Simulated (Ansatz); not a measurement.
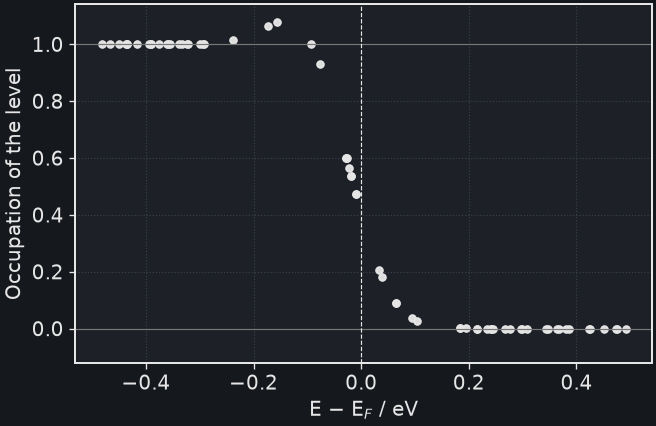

Occupations of the one-electron levels of the k mesh against their energy, from a run on VH, space group P6_3mc (No. 186), 4 atoms in the cell, with Ansatz.

Which smearing scheme was used (Fermi-Dirac, Gaussian, Methfessel-Paxton or cold), and about what width?

cold (Marzari-Vanderbilt) smearing with a width of 0.1 eV. The occupations overshoot 1 below the Fermi level (up to 1.08) but never turn negative, and they are not symmetric about it.
